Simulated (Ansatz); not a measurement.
Structure data:

```yaml
crystal:
  lattice:
    - [3.13021, 0.00000, 0.00000]
    - [-1.56510, 2.71084, 0.00000]
    - [0.00000, 0.00000, 5.01804]
  atoms:
    - { symbol: Al, position: [0.66667, 0.33333, 0.50077] }
    - { symbol: Al, position: [0.33333, 0.66667, 0.00077] }
    - { symbol: N, position: [0.66667, 0.33333, 0.11923] }
    - { symbol: N, position: [0.33333, 0.66667, 0.61923] }
```

Characterise the structure given above.

Answer. Composition: AlN. The lattice is primitive hexagonal and the space group P6_3mc (No. 186). Type of structure: wurtzite. The cell has 4 atoms, namely 2 Al, 2 N. The Al atoms are each bonded to four N in a tetrahedral arrangement at 1.90 to 1.91 Å. The coordination shell of N holds four Al in a tetrahedral arrangement at 1.90 to 1.91 Å. The bonds build a three-dimensional framework.

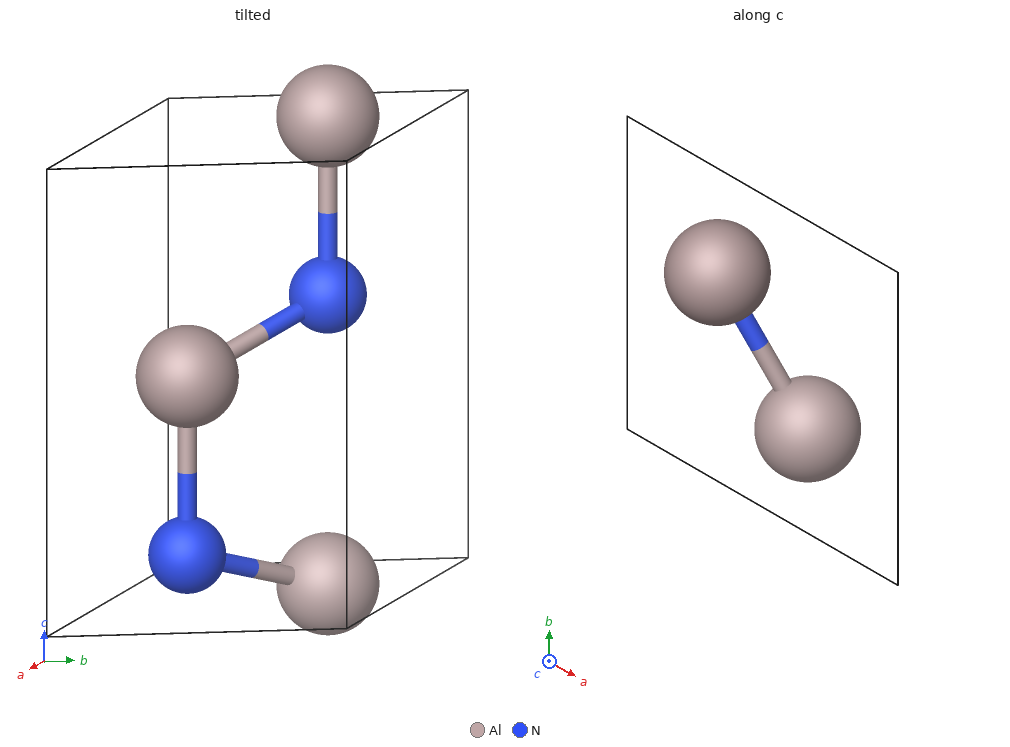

Shown here is a ball-and-stick view of the crystal, taken slightly off an axis and along the c axis. The wireframe shows the conventional unit cell. Colours: aluminium light grey, nitrogen blue.

The structure was taken from a structure listed in the Materials Project, with elements exchanged, so it need not be a known form of the compound. The picture shows the end point of a geometry optimisation with Ansatz, DFT PBE, scalar-relativistic, plane waves, PAW.
